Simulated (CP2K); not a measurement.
**Li: 6 runs along one coordinate**

System: Li (1 atom in the cell).
Method: Kohn-Sham DFT of a periodic cell, PBE, GTH-PBE with UZH-TZVP basis, no spin polarisation (CP2K 2026.2).

The 6 runs differ only in the geometry, by an even scaling of the cell at fixed fractional positions. The structure derives from an entry of the Crystallography Open Database.

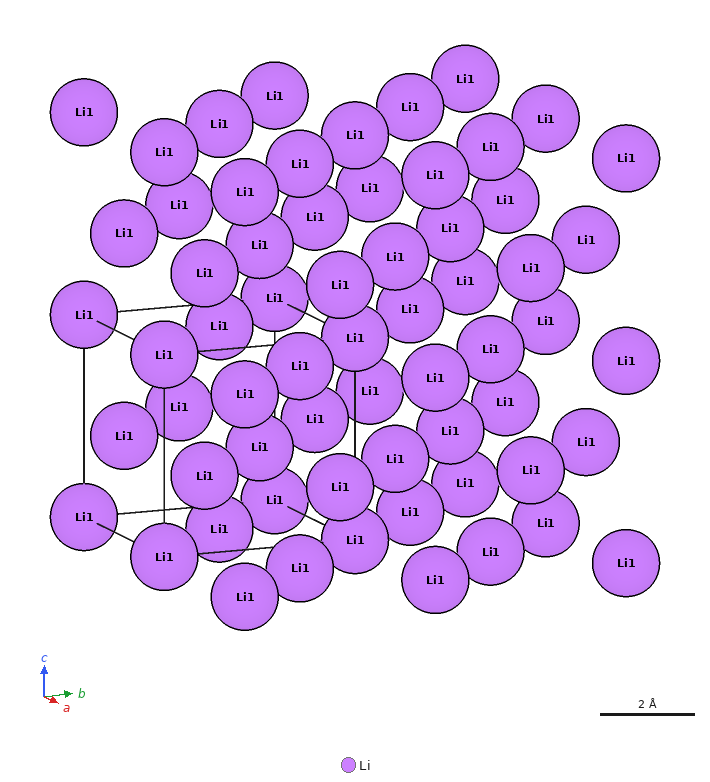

Figure 1. The structure of run 4 (spheres-only view of the cell 4 times as large as that of the calculation, set on its symmetry axes, repeated 2 × 2 × 2, seen slightly off an axis; atoms are numbered from 1 in the order of the input).

## Input of run 4
```
&GLOBAL
  PROJECT li_eos
  RUN_TYPE ENERGY_FORCE
  PRINT_LEVEL LOW
&END GLOBAL
&FORCE_EVAL
  METHOD QS
  STRESS_TENSOR ANALYTICAL
  &DFT
    BASIS_SET_FILE_NAME BASIS_MOLOPT_UZH
    POTENTIAL_FILE_NAME POTENTIAL_UZH
    WFN_RESTART_FILE_NAME previous-RESTART.kp
    &MGRID
      CUTOFF 450
      REL_CUTOFF 60
      NGRIDS 5
    &END MGRID
    &QS
      METHOD GPW
      EPS_DEFAULT 1.0E-10
    &END QS
    &KPOINTS
      SCHEME MONKHORST-PACK 10 10 10
      GAMMA_CENTERED T
      SYMMETRY T
      SYMMETRY_BACKEND SPGLIB
    &END KPOINTS
    &SCF
      SCF_GUESS RESTART
      EPS_SCF 1.0E-6
      MAX_SCF 100
      ADDED_MOS 5
      CHOLESKY OFF
      EPS_EIGVAL 1.0E-7
      &DIAGONALIZATION ON
        ALGORITHM STANDARD
      &END DIAGONALIZATION
      &MIXING ON
        METHOD BROYDEN_MIXING
        ALPHA 0.4
        BETA 1.5
        NBUFFER 8
      &END MIXING
      &SMEAR ON
        METHOD FERMI_DIRAC
        ELECTRONIC_TEMPERATURE [K] 580.226
      &END SMEAR
    &END SCF
    &XC
      &XC_FUNCTIONAL PBE
      &END XC_FUNCTIONAL
    &END XC
    &PRINT
      &KPOINTS ON
      &END KPOINTS
      &MULLIKEN ON
      &END MULLIKEN
      &MO ON
        ENERGIES T
        OCCUPATION_NUMBERS T
        &EACH
          QS_SCF 0
        &END EACH
        ADD_LAST NUMERIC
      &END MO
    &END PRINT
  &END DFT
  &SUBSYS
    &CELL
      ABC 3.1347220326 3.1347220327 3.1347220327
      ALPHA_BETA_GAMMA 59.9999999990 59.9999999987 59.9999999990
      PERIODIC XYZ
    &END CELL
    &COORD
      SCALED
      Li  0.0000000000 0.0000000000 0.0000000000
    &END COORD
    &KIND Li
      BASIS_SET TZVP-MOLOPT-PBE-GTH-q3
      POTENTIAL GTH-PBE-q3
    &END KIND
    &PRINT
      &ATOMIC_COORDINATES ON
      &END ATOMIC_COORDINATES
      &CELL ON
      &END CELL
      &SYMMETRY ON
      &END SYMMETRY
    &END PRINT
  &END SUBSYS
  &PRINT
    &FORCES ON
    &END FORCES
    &STRESS_TENSOR ON
    &END STRESS_TENSOR
  &END PRINT
&END FORCE_EVAL
```

Command:
```bash
OMP_NUM_THREADS=1 cp2k.psmp -i li_eos.inp -o li_eos.out
```

Lattice vectors (Å) and fractional positions of run 4:
```
   3.134722    0.000000    0.000000
   1.567361    2.714749    0.000000
   1.567361    0.904916    2.559490
Li  0.000000  0.000000  0.000000
```

Run 5 has the same physical settings and fractional positions; its lattice vectors (Å) are:
```
   3.155078    0.000000    0.000000
   1.577539    2.732378    0.000000
   1.577539    0.910793    2.576110
```

## Results, with one run withheld

| run | volume per atom (Å³) | free energy per atom, from the lowest run given (meV) | pressure (GPa) |
| --- | --- | --- | --- |
| 1 | 20.073 | 0.08 | 0.18 |
| 2 | 20.500 | 0.00 | −0.11 |
| 3 | 20.927 | 0.67 | −0.38 |
| 4 | 21.781 | 3.98 | −0.85 |
| 5 | 22.208 | ? | ? |
| 6 | 22.635 | 9.62 | −1.25 |

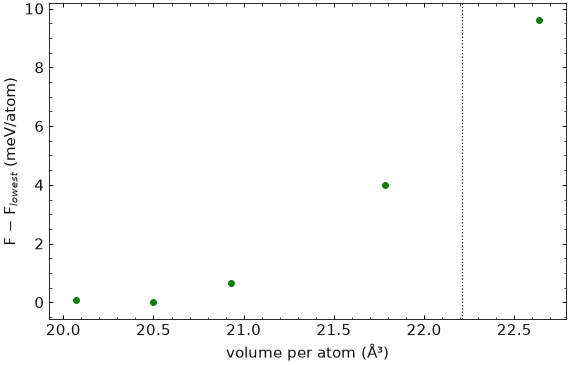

Figure 2. Free energy per atom of the runs given; the dotted line marks run 5.

Estimate the energy of run 5 from the others.

A cubic polynomial in V^(−2/3) (the Birch–Murnaghan form), fitted to the 5 runs given, misses them by under 0.01 meV per atom. With x = V^(−2/3) − 0.13075 Å⁻², it reads F = 1.2905 − 774.04 x + 1.1275e+05 x² − 4.8057e+05 x³ (meV per atom). At run 5 it gives 6.53 meV per atom, and the run itself gives 6.55. The slope of the fit gives a pressure −dF/dV of −1.06 GPa there, and the run prints −1.06 GPa. The fit has its minimum at 20.327 Å³ per atom, where V d²F/dV² gives 13.6 GPa: the bulk modulus at this level, since symmetry fixes the shape and the positions.

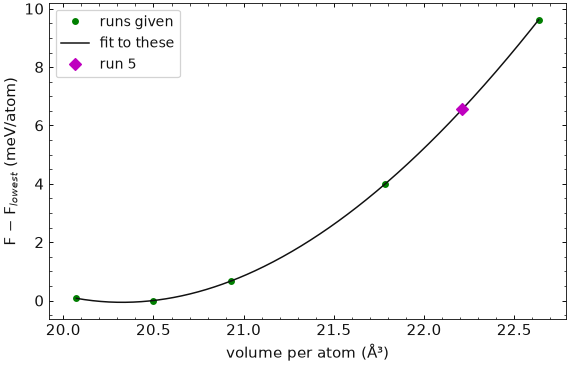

Figure 3. The fit and the withheld run.

## Some lines of the output (run 5)
```
[...]
 CELL| Volume [angstrom^3]:                                            22.208298
 CELL_REF| Volume [angstrom^3]:                                        22.208298
                        Smear method:                                FERMI_DIRAC
  Step     Update method      Time    Convergence         Total energy    Change
  Fermi energy:                                                 0.00219424616038
  Total energy:                                                -7.47184508825996
  Total energy (extrapolated to T->0):                         -7.47176503485316
 MO| E(Fermi):            0.002194 a.u.          0.059708 eV
```
